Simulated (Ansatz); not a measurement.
# NaCl: a changed input and its effect

System: NaCl (Fm-3m, 2 atoms in the cell).
Method of the first run: Kohn-Sham DFT of a periodic cell, revPBE with D4, all-electron LAPW, scalar-relativistic, no spin polarisation (Ansatz 0.2.0).

The structure derives from a Materials Project entry. Text and figures count atoms from 1; the logs count them from 0 in places.

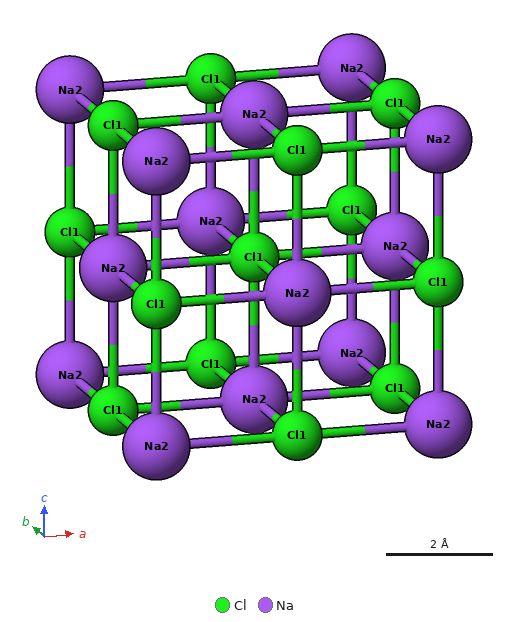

**Figure 1.** The structure as given in the input (ball-and-stick view of the cell 4 times as large as that of the calculation, set on its symmetry axes, seen slightly off an axis; atoms are numbered from 1 in the order of the input).

## Input file, the first run
```yaml
crystal:
  lattice:
    - [0.0, 2.7940632177, 2.7940632177]
    - [2.7940632177, 0.0, 2.7940632177]
    - [2.7940632177, 2.7940632177, 0.0]
  atoms:
    - { symbol: Cl, position: [0.5, 0.5, 0.5] }
    - { symbol: Na, position: [0.0, 0.0, 0.0] }
kpoints:
  mp_grid: { grid: [8, 8, 8] }
scf:
  occupations: { method: fermi_dirac, width: 0.05 }
hamiltonian:
  xc: revpbe
  dispersion: d4
  pseudopotentials: { kind: all_electron, lapw: { basis_error: 0.001 } }
output:
  forces: true
  stress: true
relax:
  f_tol: 0.01
  max_steps: 60
  cell: {}
```

Launched with:
```bash
ansatz run input.yaml --threads 1 --pin off --max-ram 3072MiB --backend cpu --events-out ev --progress --plain --runs-dir out
```

Hardware: 1 thread of Arm Neoverse V1, 24 GiB of memory available, shared host.

## Output, shortened to warnings, some set-up lines, iterations and results (the first run)
```
Basis set: ecut = 181.05751794481085 eV, 259 PW (Γ), exchange–correlation at level 2
Symmetry: 48 space group operations
k-points: 29 of 512
Initial density: superposition of atomic densities (chi_scale 0.1, normalization cell, long waves kept (reshape's long-wave potential 0.00 eV rms))
[...]
SCF iter   1: F=—  HF=-16986.876638 eV  |F-HF|=—  |Δ(HF+E_count)|=         —  Δρ=2.29e-2  dr2=4.44e-1  ethr=1.85e-3  ⟨swp⟩=2.0  Hψ=2933  notcnv=0
SCF iter   2: F=—  HF=-16986.687045 eV  |F-HF|=—  |Δ(HF+E_count)|=   1.90e-1  Δρ=5.34e-3  dr2=2.21e-2  ethr=9.20e-5  ⟨swp⟩=2.0  Hψ=2397  notcnv=0
SCF iter   3: F=—  HF=-16986.699444 eV  |F-HF|=—  |Δ(HF+E_count)|=         —  Δρ=2.94e-3  dr2=6.92e-3  ethr=9.20e-5  ⟨swp⟩=2.2  Hψ=1400  notcnv=0
SCF iter   4: F=—  HF=-16986.706403 eV  |F-HF|=—  |Δ(HF+E_count)|=   6.96e-3  Δρ=2.77e-4  dr2=4.63e-5  ethr=2.88e-5  ⟨swp⟩=3.0  Hψ=1461  notcnv=0
SCF iter   5: F=—  HF=-16986.706577 eV  |F-HF|=—  |Δ(HF+E_count)|=   1.74e-4  Δρ=6.92e-5  dr2=2.56e-6  ethr=1.93e-7  ⟨swp⟩=3.0  Hψ=1376  notcnv=0
[... 19 lines ...]
relax step   4: F+E_penalty+E_count = -16986.71948654 eV  Δ(F+E_penalty+E_count) = -1.745e-5 eV  max|allowed force component| = 3.759e-31 eV/Å  Δτ_max = 0.0000 Å  P = +0.002 …
SCF iter   1: F=—  HF=-16986.719495 eV  |F-HF|=—  |Δ(HF+E_count)|=         —  Δρ=6.46e-6  dr2=3.91e-8  ethr=1.65e-10  ⟨swp⟩=4.0  Hψ=2618  notcnv=0
SCF iter   2: F=-16986.719485 eV  HF=-16986.719485 eV  |F-HF|=1.61e-8  |Δ(HF+E_count)|=   1.07e-5  Δρ=3.75e-6  dr2=1.32e-8  ethr=1.63e-10  ⟨swp⟩=3.0  Hψ=1508  notcnv=0
SCF 5 converged in 2 iterations: F = -16986.719485 eV  dr2 = 1.32e-8
relax step   5: F+E_penalty+E_count = -16986.71948460 eV  Δ(F+E_penalty+E_count) = +1.942e-6 eV  max|allowed force component| = 2.977e-31 eV/Å  Δτ_max = 0.0000 Å  P = +0.002 …
basis re-selected at this cell: Δ(F+E_penalty+E_count) = +1.942e-6 eV, ΔP = +0.000 GPa vs the last step (what re-selecting the basis moved, after the strain that the cell walked since its last selection, with what the two solves' SCF thresholds leave and, on support functions, any second-order …
SCF converged after 2 iterations
Free energy (F): -16986.719485 eV
Harris-Foulkes:  -16986.719485 eV  (|F-HF|=1.61e-8)
Internal energy: -16986.719485 eV  (E = F + TS)
E sigma→0 (E₀):  -16986.719485 eV
Fermi energy:    3.854209 eV
--- Per-component energies (eV) ---
  E_band       = -1804.956357
  E_kinetic    = 17055.298514
  E_xc         = -1165.036685
  E_electrostatic = -32876.662796  (all electrons and nuclei)
  E_disp       = -0.318517  (pairwise vdW)
  E_smearing   = -0.000000  (= −TS)
  E_closure    = 0.000000  (closes the sum)
  E_atoms      = -16979.980069  (free atoms, spherical and without spin; not in F)
  Σ components = -16986.719485   (vs F -16986.719485, Δ=0.00e0)
  Basis errors (estimates in eV, not in F): energy 4.6e-4 per atom: plane waves 4.1e-4 (2.2e-4 summed), levels above the bands 1.1e-73, relativity 3.4e-8, radial functions 4.9e-5, core shells 3.9e-15; eigenvalues (radial functions only) 6.4e-6; not estimated: angular momenta, meshes, grids; target …
--- Forces (eV/Å), atoms counted from 1 ---
  atom   1  Cl     0.00000000     0.00000000     0.00000000
  atom   2  Na    -0.00000000     0.00000000     0.00000000
  max |Σ_I F_I| component: 5.88e-31 eV/Å
--- Stress (GPa, compression-positive) ---
        0.001982      -0.000000      -0.000000
       -0.000000       0.001982      -0.000000
       -0.000000      -0.000000       0.001982
  P = ⅓ Tr σ = 0.0020 GPa (0.020 kbar)
--- Relaxed structure (4 steps of the walk, 4 accepted, 1 SCFs on fresh bases) ---
  F+E_penalty+E_count = -16986.71948460 eV   max|allowed force component| = 2.977e-31 eV/Å   (the final SCF, on the basis selected at the relaxed cell)
  cell:  # Å, volume = 46.3959 Å³
    - [-1.273843008223897e-35, 2.8520024100954395, 2.8520024100954395]
    - [2.8520024100954395, 1.0509204817847153e-33, 2.8520024100954395]
    - [2.8520024100954395, 2.8520024100954395, 6.305522890708293e-34]
  atoms:
    - { symbol: Cl, position: [0.5, 0.5, 0.5] }
    - { symbol: Na, position: [9.334184411081402e-36, -1.5078297894826563e-35, -3.374666671692879e-35] }
```

For the second run the input was changed thus:
```diff
-  xc: revpbe
-  dispersion: d4
+  xc: lda
-  f_tol: 0.01
+  f_tol: 0.005
```

How does the second run compare with the first run?

The total energies belong to different models, so their difference says nothing on which is more stable or more accurate. The volume per atom goes from 23.20 to 20.40 Å³. The functional changes from revPBE to LDA. The number of SCF iterations is the same.

## Output, shortened to warnings, some set-up lines, iterations and results (the second run)
```
Basis set: ecut = 180.36572215956718 eV, 259 PW (Γ), exchange–correlation at level 2
Symmetry: 48 space group operations
k-points: 29 of 512
Initial density: superposition of atomic densities (chi_scale 0.1, normalization cell, long waves kept (reshape's long-wave potential 0.00 eV rms))
[...]
SCF iter   1: F=—  HF=-16926.841347 eV  |F-HF|=—  |Δ(HF+E_count)|=         —  Δρ=2.09e-2  dr2=3.71e-1  ethr=1.55e-3  ⟨swp⟩=2.0  Hψ=2941  notcnv=0
SCF iter   2: F=—  HF=-16926.655555 eV  |F-HF|=—  |Δ(HF+E_count)|=   1.86e-1  Δρ=4.21e-3  dr2=1.20e-2  ethr=4.99e-5  ⟨swp⟩=2.0  Hψ=2405  notcnv=0
SCF iter   3: F=—  HF=-16926.649049 eV  |F-HF|=—  |Δ(HF+E_count)|=   6.51e-3  Δρ=2.64e-3  dr2=5.63e-3  ethr=4.99e-5  ⟨swp⟩=2.0  Hψ=1279  notcnv=0
SCF iter   4: F=—  HF=-16926.648650 eV  |F-HF|=—  |Δ(HF+E_count)|=   3.99e-4  Δρ=1.26e-4  dr2=5.74e-6  ethr=2.34e-5  ⟨swp⟩=2.0  Hψ=1319  notcnv=0
SCF iter   5: F=—  HF=-16926.648655 eV  |F-HF|=—  |Δ(HF+E_count)|=   5.33e-6  Δρ=2.37e-5  dr2=1.66e-7  ethr=2.39e-8  ⟨swp⟩=2.8  Hψ=1320  notcnv=0
[... 19 lines ...]
relax step   4: F+E_penalty+E_count = -16926.66590794 eV  Δ(F+E_penalty+E_count) = -3.400e-5 eV  max|allowed force component| = 4.454e-30 eV/Å  Δτ_max = 0.0000 Å  P = -0.004 …
SCF iter   1: F=—  HF=-16926.665908 eV  |F-HF|=—  |Δ(HF+E_count)|=         —  Δρ=3.80e-6  dr2=1.06e-8  ethr=4.43e-11  ⟨swp⟩=4.1  Hψ=2371  notcnv=0
SCF iter   2: F=-16926.665908 eV  HF=-16926.665908 eV  |F-HF|=2.40e-9  |Δ(HF+E_count)|=   1.78e-8  Δρ=2.75e-6  dr2=5.93e-9  ethr=4.43e-11  ⟨swp⟩=2.0  Hψ=1276  notcnv=0
SCF 5 converged in 2 iterations: F = -16926.665908 eV  dr2 = 5.93e-9
relax step   5: F+E_penalty+E_count = -16926.66590816 eV  Δ(F+E_penalty+E_count) = -2.279e-7 eV  max|allowed force component| = 1.017e-29 eV/Å  Δτ_max = 0.0000 Å  P = -0.004 …
basis re-selected at this cell: Δ(F+E_penalty+E_count) = -2.279e-7 eV, ΔP = -0.000 GPa vs the last step (what re-selecting the basis moved, after the strain that the cell walked since its last selection, with what the two solves' SCF thresholds leave and, on support functions, any second-order …
SCF converged after 2 iterations
Free energy (F): -16926.665908 eV
Harris-Foulkes:  -16926.665908 eV  (|F-HF|=2.40e-9)
Internal energy: -16926.665908 eV  (E = F + TS)
E sigma→0 (E₀):  -16926.665908 eV
Fermi energy:    4.448988 eV
--- Per-component energies (eV) ---
  E_band       = -1785.372814
  E_kinetic    = 16978.652810
  E_xc         = -1103.005661
  E_electrostatic = -32802.313058  (all electrons and nuclei)
  E_smearing   = -0.000000  (= −TS)
  E_closure    = 0.000000  (closes the sum)
  E_atoms      = -16919.283781  (free atoms, spherical and without spin; not in F)
  Σ components = -16926.665908   (vs F -16926.665908, Δ=0.00e0)
  Basis errors (estimates in eV, not in F): energy 4.0e-4 per atom: plane waves 3.6e-4 (2.1e-4 summed), levels above the bands 1.3e-73, relativity 1.3e-9, radial functions 3.8e-5, core shells 3.0e-14; eigenvalues (radial functions only) 8.7e-6; not estimated: angular momenta, meshes, grids; target …
--- Forces (eV/Å), atoms counted from 1 ---
  atom   1  Cl     0.00000000    -0.00000000     0.00000000
  atom   2  Na    -0.00000000     0.00000000    -0.00000000
  max |Σ_I F_I| component: 1.96e-29 eV/Å
--- Stress (GPa, compression-positive) ---
       -0.003779      -0.000000      -0.000000
       -0.000000      -0.003779      -0.000000
       -0.000000      -0.000000      -0.003779
  P = ⅓ Tr σ = -0.0038 GPa (-0.038 kbar)
--- Relaxed structure (4 steps of the walk, 4 accepted, 1 SCFs on fresh bases) ---
  F+E_penalty+E_count = -16926.66590816 eV   max|allowed force component| = 1.017e-29 eV/Å   (the final SCF, on the basis selected at the relaxed cell)
  cell:  # Å, volume = 40.8018 Å³
    - [-1.528611609868677e-34, 2.7324341475159404, 2.7324341475159404]
    - [2.7324341475159404, -1.1591971374837466e-33, 2.7324341475159404]
    - [2.7324341475159404, 2.7324341475159404, -8.534748155100113e-34]
  atoms:
    - { symbol: Cl, position: [0.49999999999999994, 0.49999999999999994, 0.49999999999999994] }
[...]
```

## The two runs side by side

| quantity | the first run | the second run |
| --- | --- | --- |
| outcome | converged | converged |
| free energy per atom (eV) | −8493.3597 | −8463.3330 |
| pressure (GPa) | 0.00 | 0.00 |
| volume per atom (Å³) | 23.20 | 20.40 |
| largest force (eV/Å) | 0.000 | 0.000 |
| SCF iterations | 19 | 19 |
| irreducible k-points | 29 | 29 |
| wall time (shared host) | 9.9 s | 8.9 s |
